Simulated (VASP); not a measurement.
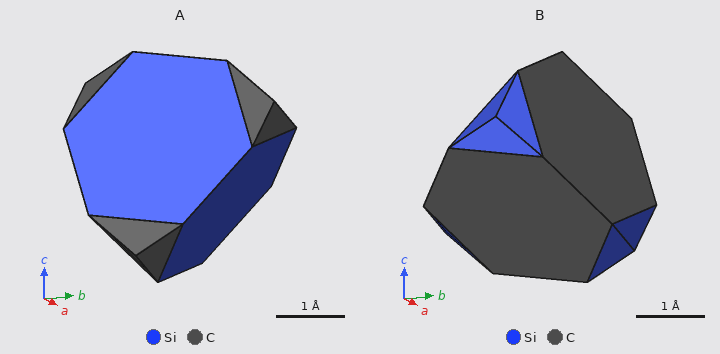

Computed Voronoi cells of the 2 sites of this structure, drawn to one scale and in one orientation; each face has the colour of the neighbour behind it.

SiC, space group F-43m (No. 216), a = 4.377 Å, b = 4.377 Å, c = 4.377 Å, α = 90.00°, β = 90.00°, γ = 90.00°

```
site  Wyckoff       x       y       z
  Si       4a  0.0000  0.0000  0.0000
   C       4c  0.2500  0.2500  0.2500
```

Origin: the geometry relaxed with VASP Kohn-Sham DFT of a periodic cell, B3LYP, VASP PAW PBE potentials, recommended in VASP.

### Which cell belongs to which site?

A is C (4 faces above 1 % of the solid angle, 10.5 Å³, mostly facing Si); B is Si (4 faces above 1 % of the solid angle, 10.5 Å³, mostly facing C).
